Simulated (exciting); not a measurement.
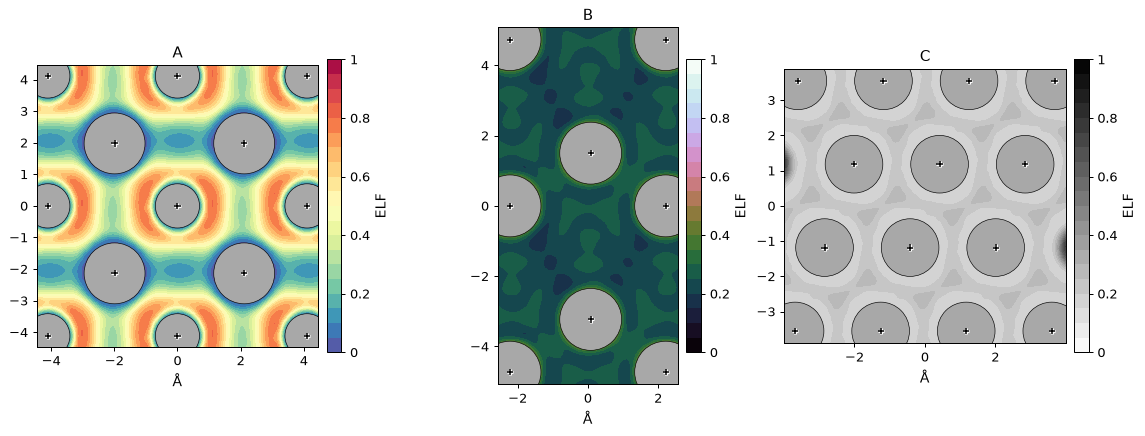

The electron localisation function of 3 systems, each on a plane through atoms (crosses mark nuclei in the plane; grey discs cover the cores).

The calculation used Kohn-Sham DFT of a periodic cell, PBEsol, all-electron LAPW+lo, shipped species files (exciting).

System 1: Cu, the (011̄) plane of the conventional cell. Space group P-1; a structure from a database of computed crystals, not necessarily the ambient phase.

System 2: MgSi, the (110) plane of the conventional cell. Space group P1; a structure from a database of computed crystals, not necessarily the ambient phase.

```xyz
2
Lattice="2.9084 0.0000 0.0000 0.0000 2.9084 0.0000 0.0000 0.0000 4.1034" Properties=species:S:1:pos:R:3 pbc="T T T"
Si    1.4730    1.3973    2.0029
Mg    2.8956    0.0234    0.0126
```

System 3: Rh, the (110) plane of the conventional cell. Space group P-1; a structure from a database of computed crystals, not necessarily the ambient phase; not relaxed (largest force 0.8 eV/Å).

```xyz
2
Lattice="2.7310 0.0000 0.0000 -1.3655 2.3651 0.0000 0.0000 0.0000 4.4285" Properties=species:S:1:pos:R:3 pbc="T T T"
Rh    2.0668    0.3504    1.0663
Rh   -0.7013    2.0147    3.3622
```

Match each panel to its system.

Panel A is system 2, MgSi: the plane holds Si and Mg. Mg–Si (2.81 Å): the ELF peaks at about 0.75 in the valence shell of Si, 1.1 Å from its nucleus, and is about 0.65 at the midpoint. Panel B is system 3, Rh: the plane holds Rh. Rh–Rh (2.61 Å): the ELF is about 0.30 at the midpoint: no shared electron pair shows on this line. Panel C is system 1, Cu: the plane holds Cu. Cu–Cu (2.43 Å): the ELF is about 0.20 at the midpoint; no localised pair shows between them.
